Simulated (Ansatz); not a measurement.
A series of calculations on MgI2

Part 1: Relaxation

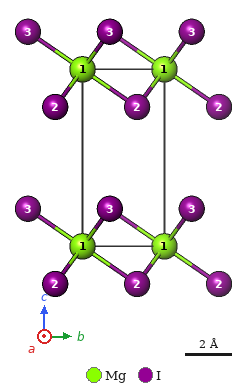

This is the input geometry for a relaxation of a crystal of MgI₂ (set up in P-3m1). Style: ball-and-stick. Shown: the cell of the calculation, along the a axis.

Case: relaxed at 1 GPa.

The calculation used DFT PBE, scalar-relativistic, plane waves, PAW in Ansatz.

Input
```yaml
crystal:
  lattice:
    - [4.1938751276, 0.0, 0.0]
    - [-2.0969375638, 3.6320024008, 0.0]
    - [0.0, 0.0, 7.8481633181]
  atoms:
    - { symbol: Mg, position: [0.0, 0.0, 0.0] }
    - { symbol: I, position: [0.3333333333, 0.6666666667, 0.7875523345] }
    - { symbol: I, position: [0.6666666667, 0.3333333333, 0.2124476655] }
basis:
  ecutwfc: 420
kpoints:
  mp_grid: { grid: [6, 6, 4] }
hamiltonian:
  xc: pbe
scf:
  occupations: { method: gaussian, width: 0.02 }
output:
  forces: true
  stress: true
  eigenvalues: true
relax:
  adjacent_minimum: "off"
  f_tol: 0.008
  max_steps: 50
  cell: { stress_tol: 0.08, p_target: 1.0 }
```

Launched with:
```bash
ansatz run input.yaml --threads 1 --pin off --max-ram 2560MiB --backend cpu --events-out ev --progress --plain --runs-dir out
```

Predict the outcome.

Over 5 accepted moves (6 points after the start) the energy rises by 32.4 meV per cell of the calculation. With the target pressure of 1 GPa, the enthalpy E + pV changes by −64.4 meV per cell of the calculation. The largest force component goes from 0.049 to 0.0024 eV/Å. Pressure: 0.24 GPa at the start and 0.99 GPa at the end. At 1 point the geometry stayed and the basis and grid were re-selected for the new cell (energy shift of 1.0 meV per cell of the calculation at most each time). The largest moves relative to the cell, 0.20 Å, are those of I2 and I3. I3 goes along +c. Mg stays in place. The drawn cell changes as follows: a = b 4.194 → 4.154 Å (−0.9 %), c 7.848 → 6.961 Å (−11.3 %); the volume changes by −13.0 %. Near-neighbour distances that change, for instance: Mg1–I2 2.940 → 2.926 Å. The space group stays P-3m1 (No. 164). The run took 35 s on 1 thread of Arm Neoverse V1, on a shared host, peak memory 0.38 GiB.

The end point in the same view:

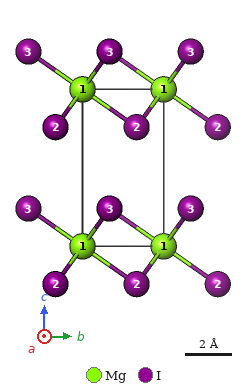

Limits of the set-up: layers or molecules are held without a dispersion correction, so their spacing is unreliable.

Part 2: Relaxation

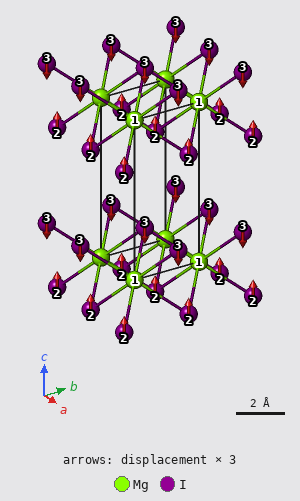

A relaxation of a crystal of MgI$_{2}$ (set up in P-3m1). The starting structure is drawn; red arrows show the displacements (the part carried along by the change of the cell is left out), 3 times their true length.

A ball-and-stick model of the cell of the calculation, seen slightly off an axis.

Method: DFT PBE, scalar-relativistic, plane waves, PAW (Ansatz). Settings: plane-wave cutoff 420 eV; k-point mesh 6 × 6 × 4; occupations gaussian; smearing width 0.02 eV; no spin polarisation; cell and atoms relaxed; force threshold 0.005 eV/Å; at most 80 steps.

What happened in the run?

Answer. The largest moves relative to the cell, 0.24 Å, are those of I2 and I3. I3 goes along −c. Mg stays in place. The volume changes by +17.7 %, with a = b 4.154 → 4.208 Å (+1.3 %), c 6.862 → 7.874 Å (+14.7 %). Among the contacts that change: Mg1–I2 2.918 → 2.950 Å. The space group stays P-3m1 (No. 164). After 9 accepted moves (12 points after the start) the energy has fallen by 14.7 meV per atom. The largest force component goes from 0.038 to 0.00048 eV/Å. The pressure goes from 1.27 to 0.00 GPa. The line search rejected the trial step at point 2 of the run. The SCF was repeated twice at an unchanged geometry on a basis and grid sized afresh for the cell, which shifted the energy by 0.6 meV per atom at most. Cost: 71 s on 1 thread of Arm Neoverse V1, with other jobs on the host, peak memory 0.39 GiB.

Limits of the set-up: layers or molecules are held without a dispersion correction, so their spacing is unreliable.

Part 3: Series

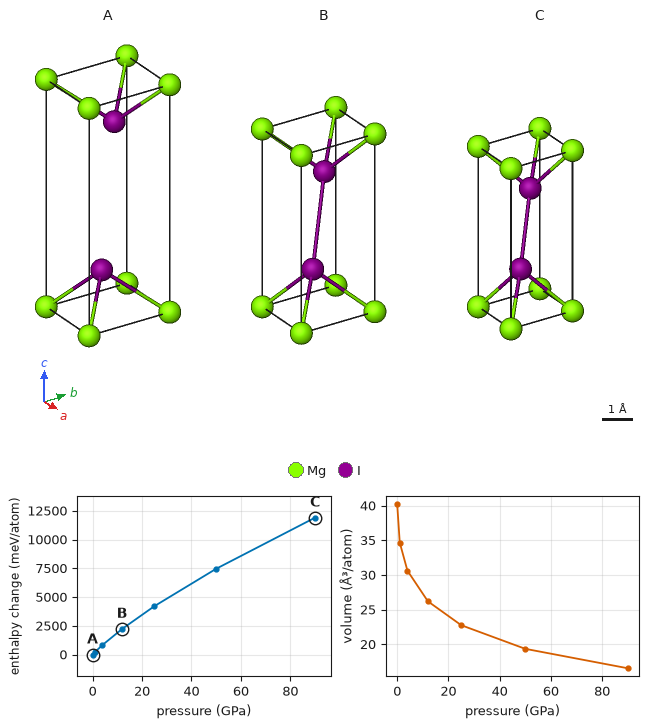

Members of a series of calculations on crystalline MgI2 (set up in P-3m1), marked on the first curve. A ball-and-stick model of the cell of the calculation, seen slightly off an axis.

Method: DFT PBE, scalar-relativistic, plane waves, PAW in Ansatz 0.2.0. (plane-wave cutoff 420 eV; occupations gaussian; smearing width 0.02 eV; no spin polarisation) The k-mesh is chosen for each cell (6×6×4, 12×12×6).

Q: Describe the series.

A: The structure is relaxed at several pressures. A (pressure 0.0 GPa): enthalpy change 0.0 meV/atom, volume 40.24 Å³ per atom. B (pressure 12.0 GPa): enthalpy change 2236 meV/atom, volume 26.19 Å³ per atom. C (pressure 90.0 GPa): enthalpy change 11901 meV/atom, volume 16.54 Å³ per atom. The rest compares A with C. The volume changes by −58.9 %, with a = b 4.208 → 3.212 Å (−23.7 %), c 7.874 → 5.553 Å (−29.5 %). Some distances before and after: I–I 5.139 → 2.979 Å, I–I 4.208 → 3.212 Å, I–Mg 2.950 → 2.456 Å.

Limits of the set-up: layers or molecules are held without a dispersion correction, so their spacing is unreliable.
